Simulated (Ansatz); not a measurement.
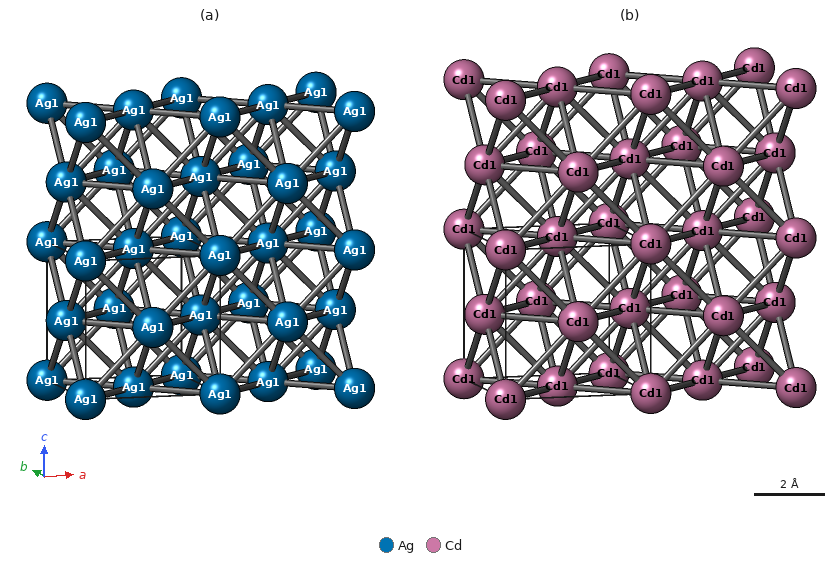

Left: crystalline Ag (set up in Fm-3m). Right: the same structure after one change, at the same scale. The picture is a ball-and-stick view of the conventional cell (4 times the calculation's cell), repeated 2 × 1 × 2 with one cell outlined, seen slightly off an axis. Lengths and directions refer to the drawn axes.

Level of theory: Ansatz, DFT PBEsol, scalar-relativistic, plane waves, PAW. Set-up: plane-wave cutoff 420 eV; occupations gaussian; smearing width 0.1 eV; no spin polarisation. The k-mesh is chosen for each cell (18×18×18, 16×16×16).

### Which change leads from the left to the right?

Every silver atom is replaced by cadmium, which gives Cd. Cell and atoms are relaxed again (to zero pressure within 0.1 GPa, forces under 0.01 eV/Å).

### How do the computed properties respond?

The volume per atom goes from 16.66 to 20.97 Å³. The drawn cell changes as follows: a = b = c 4.054 → 4.378 Å (+8.0 %); the volume changes by +25.9 %. The space group stays Fm-3m (No. 225).
